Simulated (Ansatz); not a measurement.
## Geometry relaxation, with input and output: W15S28 (charge +1) (part 3 of 5)

The same run, continued: W15S28 (defect cell, 43 atoms in the cell, total charge +1); DFT PBE+D3(BJ), scalar-relativistic, plane waves, PAW, spin-polarised (Ansatz 0.2.0); cutoff 420 eV, 2×2×2 k-mesh, Gaussian smearing of 0.01 eV, collinear spins. The structure derives from a Materials Project entry. It belongs to a series of runs on one base structure; here: W interstitial, charge +1, atoms relaxed at the host's cell.

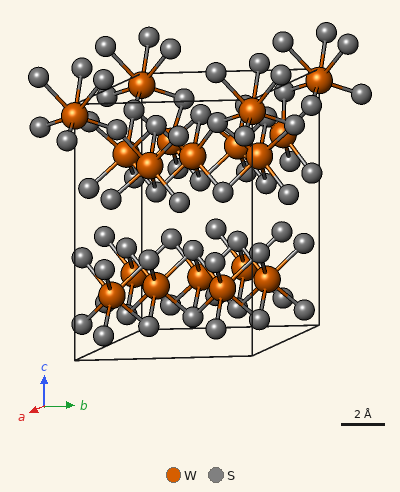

Figure 1. The geometry at step 2 of the log (ball-and-stick view of the cell of the calculation, seen slightly off an axis; bonded neighbours outside the cell are drawn too).

**Output, continued**
```
  k-point 2 ↑: bands = ["-61.9857", "-61.9787", "-61.9779", "-61.9516", "-61.9456", "-61.9452", "-61.9102", "-61.8823", "-61.8112", "-61.8004", "-61.8002", "-61.7608", "-61.7520", "-61.7517", "-61.3786", "-26.4535", "-26.4126", "-26.3959", "-26.3618", "-26.3423", "-26.2956", "-26.2750", "-26.2619", "-26.2534", "-26.2524", "-26.2504", "-26.2373", "-26.2328", "-26.2173", "-26.2113", "-26.2033", "-26.2000", "-26.1993", "-26.1907", "-26.1818", "-26.1706", "-26.1631", "-26.1608", "-26.1507", "-26.1382",
      "-26.1347", "-26.1235", "-26.1219", "-26.1081", "-26.1020", "-26.1016", "-26.0747", "-26.0661", "-26.0488", "-26.0229", "-26.0195", "-26.0089", "-26.0056", "-25.9842", "-25.9662", "-25.9490", "-25.9297", "-25.7941", "-25.7940", "-25.6908", "-2.7464", "-2.5244", "-2.2738", "-2.2347", "-1.8200", "-1.6744", "-1.5261", "-1.4151", "-1.3878", "-1.2617", "-1.0752", "-1.0260", "-0.9579", "-0.9012", "-0.8344", "-0.7657", "-0.6709", "-0.6303", "-0.5610", "-0.5324",
      "-0.5288", "-0.4829", "-0.4109", "-0.4030", "-0.3823", "-0.3532", "-0.2509", "-0.2228", "4.8623", "5.2435", "5.4421", "5.4804", "5.6116", "5.7216", "5.7854", "5.8512", "5.9378", "6.0822", "6.1700", "6.2243", "6.2937", "6.3218", "6.3879", "6.4193", "6.4495", "6.5214", "6.6489", "6.6784", "6.7570", "6.8852", "6.9108", "7.0084", "7.0767", "7.1549", "7.2102", "7.2950", "7.3868", "7.5033", "7.5857", "7.7585",
      "7.7891", "7.8198", "7.8604", "7.8790", "7.8954", "7.9195", "7.9784", "8.0328", "8.0511", "8.1296", "8.2299", "8.2873", "8.3990", "8.4662", "8.4864", "8.5507", "8.5988", "8.6341", "8.6801", "8.7536", "8.8152", "8.8529", "8.9055", "9.0201", "9.1099", "9.1750", "9.3326", "9.3598", "9.4270", "9.4960", "9.5389", "9.6036", "9.6164", "9.6631", "9.6950", "9.7196", "9.7541", "9.8114", "9.8848", "9.8934",
      "9.9685", "9.9950", "10.0797", "10.1003", "10.1925", "10.2847", "10.3672", "10.4115", "10.5683", "10.6820", "10.7658", "10.7997", "10.8335", "10.8590", "10.9631", "10.9706", "11.0539", "11.0714", "11.2557", "11.2949", "11.3734", "11.4771", "11.5449", "11.5778", "11.6577", "11.8136", "12.8782", "12.9399", "13.1283", "13.2385", "13.4260", "13.7676", "13.9349", "14.0768", "14.1359", "14.3274", "14.3639", "14.4156", "14.4515", "14.4923",
      "14.5517", "14.5826", "14.5967", "14.6414", "14.6735", "14.7044", "14.7763", "14.7817", "14.8133", "14.8670", "14.9130", "14.9220", "14.9836", "14.9984", "15.0853", "15.0931", "15.1246", "15.1684", "15.2126", "15.3063", "15.3312", "15.3669", "15.5012", "15.5679", "15.6780", "15.7005", "15.7500", "15.7779", "15.8540", "15.8836", "15.9114", "16.0174", "16.0406"]
  k-point 3 ↓: bands = ["-61.9846", "-61.9776", "-61.9768", "-61.9514", "-61.9454", "-61.9450", "-61.9099", "-61.8800", "-61.8051", "-61.7944", "-61.7942", "-61.7544", "-61.7455", "-61.7453", "-61.3464", "-26.4524", "-26.4113", "-26.3949", "-26.3605", "-26.3414", "-26.2890", "-26.2741", "-26.2610", "-26.2526", "-26.2499", "-26.2470", "-26.2366", "-26.2248", "-26.2172", "-26.2107", "-26.2033", "-26.1992", "-26.1935", "-26.1900", "-26.1742", "-26.1697", "-26.1626", "-26.1598", "-26.1439", "-26.1377",
      "-26.1298", "-26.1208", "-26.1178", "-26.1017", "-26.1012", "-26.0952", "-26.0659", "-26.0580", "-26.0371", "-26.0106", "-26.0079", "-26.0017", "-25.9981", "-25.9761", "-25.9567", "-25.9402", "-25.9210", "-25.7414", "-25.7414", "-25.6723", "-2.7023", "-2.4498", "-2.3710", "-2.3475", "-1.7893", "-1.6181", "-1.5206", "-1.3647", "-1.2597", "-1.2443", "-1.1551", "-1.1144", "-0.9489", "-0.8407", "-0.8018", "-0.7237", "-0.6938", "-0.6398", "-0.6161", "-0.5774",
      "-0.5202", "-0.4747", "-0.4339", "-0.4046", "-0.3622", "-0.3527", "-0.2505", "-0.2244", "4.9566", "5.3019", "5.4291", "5.6934", "5.7784", "5.8118", "5.8595", "5.9239", "5.9631", "6.0288", "6.0810", "6.1054", "6.1498", "6.2196", "6.2682", "6.3151", "6.3466", "6.3862", "6.4260", "6.5579", "6.6858", "6.7719", "6.8600", "7.0817", "7.1221", "7.1833", "7.3295", "7.3771", "7.5233", "7.5614", "7.5789", "7.6636",
      "7.7171", "7.7947", "7.8497", "7.8868", "7.9168", "7.9762", "8.0638", "8.1434", "8.2827", "8.3362", "8.3734", "8.4536", "8.4958", "8.5602", "8.6072", "8.6233", "8.6864", "8.7004", "8.7352", "8.7655", "8.7984", "8.8264", "8.8709", "8.8859", "9.0566", "9.1902", "9.3015", "9.3544", "9.4257", "9.4763", "9.4882", "9.5246", "9.6185", "9.6260", "9.6530", "9.6926", "9.7331", "9.7529", "9.8030", "9.8329",
      "9.9683", "10.0082", "10.0113", "10.1225", "10.1996", "10.2085", "10.3630", "10.4610", "10.5136", "10.5432", "10.6650", "10.7239", "10.8314", "10.8656", "10.9073", "10.9174", "10.9713", "11.0444", "11.3446", "11.3651", "11.4568", "11.5576", "11.5896", "11.6090", "11.6315", "11.7577", "12.8490", "12.9710", "13.2293", "13.3471", "13.4566", "13.9800", "14.1132", "14.2231", "14.2544", "14.2745", "14.3130", "14.3630", "14.3759", "14.4544",
      "14.4798", "14.5099", "14.5972", "14.6220", "14.6509", "14.7404", "14.7902", "14.8058", "14.8454", "14.8715", "14.9244", "15.0064", "15.0195", "15.0420", "15.0893", "15.1564", "15.1856", "15.2209", "15.2784", "15.3551", "15.3851", "15.4368", "15.5274", "15.5730", "15.6389", "15.7135", "15.7289", "15.7643", "15.7975", "15.8595", "15.9064", "15.9507", "15.9663"]
--- Relaxed structure (8 steps of the walk, 8 accepted, 0 SCFs on fresh bases) ---
  F+E_penalty+E_count = -181089.49447534 eV   max|allowed force component| = 1.022e-2 eV/Å
  atoms:
    - { symbol: W, position: [0.09589538080228716, 0.6190580885359597, 0.24473748904590226] }
    - { symbol: W, position: [0.3809419114640405, 0.4768372922663276, 0.24473748904590226] }
    - { symbol: W, position: [0.9519677958114341, 0.19132797517083094, 0.24746635690774887] }
    - { symbol: W, position: [0.6666666666666669, 0.33333333333333337, 0.24720687633402935] }
    - { symbol: W, position: [0.23936017935939696, 0.04803220418856603, 0.24746635690774887] }
    - { symbol: W, position: [0.8086720248291691, 0.7606398206406031, 0.24746635690774887] }
    - { symbol: W, position: [0.5231627077336726, 0.904104619197713, 0.24473748904590226] }
    - { symbol: W, position: [0.33333333333333337, 0.6666666666666669, 0.7446719081771686] }
    - { symbol: W, position: [0.6152293636263302, 0.5175314839411045, 0.7395811487703037] }
    - { symbol: W, position: [0.18390910659281892, 0.2315087275437612, 0.7516002679397097] }
    - { symbol: W, position: [0.9023021203147744, 0.3847706363736699, 0.7395811487703037] }
    - { symbol: W, position: [0.48246851605889574, 0.09769787968522567, 0.7395811487703037] }
    - { symbol: W, position: [0.04759962095094222, 0.8160908934071811, 0.7516002679397097] }
    - { symbol: W, position: [0.7684912724562387, 0.9524003790490577, 0.7516002679397097] }
    - { symbol: S, position: [0.09558782487639828, 0.6210362491265634, 0.8744340092422083] }
    - { symbol: S, position: [0.37896375087343676, 0.474551575749835, 0.8744340092422083] }
    - { symbol: S, position: [0.9538457160452751, 0.22473346507537528, 0.8872801794272476] }
    - { symbol: S, position: [0.6666666666666669, 0.33333333333333337, 0.8705923905676646] }
    - { symbol: S, position: [0.27088774903010027, 0.04615428395472507, 0.8872801794272476] }
    - { symbol: S, position: [0.7752665349246249, 0.7291122509699, 0.8872801794272476] }
    - { symbol: S, position: [0.5254484242501652, 0.9044121751236018, 0.8744340092422083] }
    - { symbol: S, position: [0.33333333333333337, 0.6666666666666669, 0.37479003908943687] }
    - { symbol: S, position: [0.6164052292507884, 0.52280930067987, 0.3764776251016025] }
    - { symbol: S, position: [0.19124152969463734, 0.23948731967201103, 0.3758230142630438] }
    - { symbol: S, position: [0.906404071429082, 0.3835947707492116, 0.3764776251016025] }
    - { symbol: S, position: [0.4771906993201301, 0.09359592857091836, 0.3764776251016025] }
    - { symbol: S, position: [0.04824578997737361, 0.8087584703053626, 0.3758230142630438] }
    - { symbol: S, position: [0.760512680327989, 0.9517542100226264, 0.3758230142630438] }
    - { symbol: S, position: [0.09677536370363965, 0.6270488879505456, 0.6161217175506704] }
    - { symbol: S, position: [0.37295111204945464, 0.46972647575309423, 0.6161217175506704] }
    - { symbol: S, position: [0.9532398637074063, 0.1874609110950649, 0.6184568257204279] }
    - { symbol: S, position: [0.6666666666666669, 0.33333333333333337, 0.6086453004244714] }
    - { symbol: S, position: [0.23422104738765892, 0.046760136292593915, 0.6184568257204279] }
    - { symbol: S, position: [0.8125390889049353, 0.7657789526123413, 0.6184568257204279] }
    - { symbol: S, position: [0.5302735242469058, 0.9032246362963604, 0.6161217175506704] }
    - { symbol: S, position: [0.33333333333333337, 0.6666666666666669, 0.11454704269643225] }
    - { symbol: S, position: [0.6191709623247836, 0.5227460468309252, 0.11664653880937335] }
    - { symbol: S, position: [0.18429873608213873, 0.23078740282925322, 0.11556409176354611] }
    - { symbol: S, position: [0.9035750845061417, 0.3808290376752165, 0.11664653880937335] }
    - { symbol: S, position: [0.4772539531690748, 0.09642491549385837, 0.11664653880937335] }
    - { symbol: S, position: [0.04648866674711444, 0.8157012639178614, 0.11556409176354611] }
    - { symbol: S, position: [0.7692125971707469, 0.9535113332528855, 0.11556409176354611] }
    - { symbol: W, position: [4.6252505465586516e-20, 5.221978406945395e-20, 0.9546709565854452] }
--- Löwdin populations: 43 sites ---
  site symbol       q [e]    m [muB]
     0      W     13.5322     0.0027
     1      W     13.5322     0.0027
     2      W     13.5390     0.0006
     3      W     13.5317     0.0007
     4      W     13.5390     0.0006
     5      W     13.5390     0.0006
     6      W     13.5322     0.0027
     7      W     13.4936     0.0047
     8      W     13.5490     0.0145
     9      W     13.5704     0.0157
    10      W     13.5490     0.0145
    11      W     13.5490     0.0145
    12      W     13.5704     0.0157
    13      W     13.5704     0.0157
    14      S      6.1247     0.0024
    15      S      6.1247     0.0024
    16      S      5.9999     0.0068
    17      S      6.0824     0.0065
    18      S      5.9999     0.0068
    19      S      5.9999     0.0068
    20      S      6.1247     0.0024
    21      S      6.0644    -0.0001
    22      S      6.0802     0.0003
    23      S      6.0822     0.0005
    24      S      6.0802     0.0003
    25      S      6.0802     0.0003
    26      S      6.0822     0.0005
    27      S      6.0822     0.0005
    28      S      6.0919     0.0025
    29      S      6.0919     0.0025
    30      S      6.0760     0.0000
    31      S      6.0623    -0.0008
    32      S      6.0760     0.0000
    33      S      6.0760     0.0000
    34      S      6.0919     0.0025
    35      S      6.0987     0.0017
    36      S      6.1004     0.0013
    37      S      6.0938     0.0025
    38      S      6.1004     0.0013
    39      S      6.1004     0.0013
    40      S      6.0938     0.0025
    41      S      6.0938     0.0025
    42      W     13.6452     0.0775
  spilling = 0.009293 (of n_electrons = 377.000000)
```

**Trajectory as extended XYZ (Å, eV, eV/Å), 8 frames, from step=1 to step=8**
```
43
Lattice="7.8852 -2.7315 0.0000 -6.3082 -5.4630 0.0000 0.0000 0.0000 -12.1448" Properties=species:S:1:pos:R:3:forces:R:3 step=1 energy=-181089.39430
W    -3.1528   -3.6423   -2.9952    0.0195  -0.0069   0.1191
W    -0.0009   -3.6430   -2.9952   -0.0158  -0.0134   0.1191
W     6.3034   -3.6450   -3.0201   -0.0336  -0.0288   0.0553
W     3.1541   -3.6420   -3.0166    0.0000   0.0000   0.0544
W     1.5820   -0.9131   -3.0201    0.0418  -0.0147   0.0553
W     1.5768   -6.3680   -3.0201   -0.0081   0.0435   0.0553
W    -1.5774   -6.3723   -2.9952   -0.0037   0.0204   0.1191
W    -1.5770   -4.5525   -9.0319    0.0000   0.0000  -0.1945
W     1.5690   -4.5023   -8.9740   -0.0238  -0.0644  -0.1079
W     0.0103   -1.7519   -9.0943   -0.1967  -0.1828  -0.1298
W     4.6916   -4.5846   -8.9740    0.0677   0.0115  -0.1079
W     3.2016   -1.8392   -8.9740   -0.0438   0.0528  -0.1079
W    -4.7962   -4.5782   -9.0943    0.2566  -0.0790  -0.1298
W     0.0547   -7.3276   -9.0943   -0.0599   0.2617  -0.1298
S    -3.1770   -3.6646  -10.6028    0.0790  -0.0110   0.0265
S    -0.0081   -3.6109  -10.6028   -0.0490  -0.0630   0.0265
S     6.0324   -3.7206  -10.7795   -0.0406  -0.2453   0.1959
S     3.1541   -3.6420  -10.5653    0.0000   0.0000   0.1204
S     1.7830   -1.1101  -10.7795    0.2328   0.0874   0.1959
S     1.6469   -6.0954  -10.7795   -0.1921   0.1579   0.1959
S    -1.5460   -6.3821  -10.6028   -0.0300   0.0739   0.0265
S    -1.5770   -4.5525   -4.5679    0.0000   0.0000  -0.0228
S     1.5664   -4.5416   -4.5880   -0.0175  -0.0118   0.0047
S    -0.0011   -1.8277   -4.5827    0.0030   0.0030   0.0176
S     4.7270   -4.5672   -4.5880    0.0189  -0.0092   0.0047
S     3.1689   -1.8173   -4.5880   -0.0015   0.0210   0.0047
S    -4.7248   -4.5501   -4.5827   -0.0041   0.0011   0.0176
S    -0.0053   -7.2797   -4.5827    0.0011  -0.0041   0.0176
S    -3.1785   -3.7051   -7.4696   -0.1046   0.0485   0.0324
S    -0.0424   -3.5893   -7.4696    0.0943   0.0664   0.0324
S     6.3276   -3.6395   -7.4899   -0.0035   0.0088   0.0566
S     3.1541   -3.6420   -7.3885    0.0000   0.0000   0.0309
S     1.5652   -0.8949   -7.4899   -0.0058  -0.0074   0.0566
S     1.5695   -6.3916   -7.4899    0.0094  -0.0013   0.0566
S    -1.5102   -6.3631   -7.4696    0.0103  -0.1148   0.0324
S    -1.5770   -4.5525   -1.4126    0.0000   0.0000  -0.0674
S     1.5814   -4.5463   -1.4319    0.0130  -0.0059  -0.0387
S    -0.0002   -1.7648   -1.4156   -0.0221  -0.0206  -0.0053
S     4.7236   -4.5519   -1.4319   -0.0014   0.0142  -0.0387
S     3.1573   -1.8279   -1.4319   -0.0116  -0.0083  -0.0387
S    -4.7797   -4.5808   -1.4156    0.0289  -0.0088  -0.0053
S     0.0488   -7.3120   -1.4156   -0.0068   0.0294  -0.0053
W     0.0000    0.0000  -11.5372    0.0000   0.0000  -0.6000
43
Lattice="7.8852 -2.7315 0.0000 -6.3082 -5.4630 0.0000 0.0000 0.0000 -12.1448" Properties=species:S:1:pos:R:3:forces:R:3 step=2 energy=-181089.41969
W    -3.1421   -3.6379   -2.9524   -0.0594  -0.0152  -0.0384
W    -0.0024   -3.6545   -2.9524    0.0165   0.0590  -0.0384
W     6.2976   -3.6465   -2.9787   -0.0204   0.0005  -0.0855
W     3.1541   -3.6420   -2.9786    0.0000   0.0000  -0.0620
W     1.5862   -0.9174   -2.9787    0.0098  -0.0179  -0.0855
W     1.5784   -6.3622   -2.9787    0.0106   0.0174  -0.0855
W    -1.5867   -6.3652   -2.9524    0.0429  -0.0438  -0.0384
W    -1.5770   -4.5525   -9.0614    0.0000   0.0000   0.0036
W     1.5637   -4.5084   -9.0101    0.0860   0.0268   0.1125
W    -0.0041   -1.7747   -9.1430   -0.0581   0.0793  -0.1189
W     4.6996   -4.5862   -9.0101   -0.0662   0.0611   0.1125
W     3.1990   -1.8315   -9.0101   -0.0198  -0.0879   0.1125
W    -4.7692   -4.5793   -9.1430   -0.0397  -0.0900  -0.1189
W     0.0422   -7.3036   -9.1430    0.0977   0.0106  -0.1189
S    -3.1514   -3.6603  -10.6457   -0.0948   0.0034   0.0379
S    -0.0171   -3.6352  -10.6457    0.0503   0.0804   0.0379
S     6.0452   -3.7397  -10.8052   -0.0087  -0.1353   0.1386
S     3.1541   -3.6420  -10.5855    0.0000   0.0000  -0.0139
S     1.7931   -1.0894  -10.8052    0.1215   0.0601   0.1386
S     1.6240   -6.0970  -10.8052   -0.1128   0.0752   0.1386
S    -1.5626   -6.3621  -10.6457    0.0445  -0.0838   0.0379
S    -1.5770   -4.5525   -4.5336    0.0000   0.0000  -0.0153
S     1.5649   -4.5420   -4.5503    0.0152  -0.0253  -0.0260
S    -0.0022   -1.8333   -4.5347   -0.0002   0.0203  -0.0689
S     4.7281   -4.5683   -4.5503    0.0143   0.0258  -0.0260
S     3.1693   -1.8157   -4.5503   -0.0295  -0.0005  -0.0260
S    -4.7194   -4.5483   -4.5347   -0.0175  -0.0103  -0.0689
S    -0.0095   -7.2760   -4.5347    0.0177  -0.0100  -0.0689
S    -3.1838   -3.6980   -7.4976   -0.0302   0.0032   0.0136
S    -0.0336   -3.5883   -7.4976    0.0179   0.0246   0.0136
S     6.3313   -3.6236   -7.5348    0.0016  -0.0630   0.0271
S     3.1541   -3.6420   -7.4285    0.0000   0.0000   0.0409
S     1.5495   -0.8997   -7.5348    0.0537   0.0329   0.0271
S     1.5814   -6.4028   -7.5348   -0.0553   0.0301   0.0271
S    -1.5137   -6.3713   -7.4976    0.0124  -0.0278   0.0136
S    -1.5770   -4.5525   -1.3691    0.0000   0.0000  -0.0361
S     1.5862   -4.5454   -1.3919   -0.0053  -0.0191  -0.0101
S    -0.0038   -1.7799   -1.3887    0.0041   0.1424   0.0866
S     4.7204   -4.5482   -1.3919    0.0192   0.0049  -0.0101
S     3.1557   -1.8325   -1.3919   -0.0139   0.0142  -0.0101
S    -4.7648   -4.5764   -1.3887   -0.1254  -0.0676   0.0866
S     0.0375   -7.3013   -1.3887    0.1213  -0.0748   0.0866
W     0.0000    0.0000  -11.5945    0.0000   0.0000  -0.1225
```
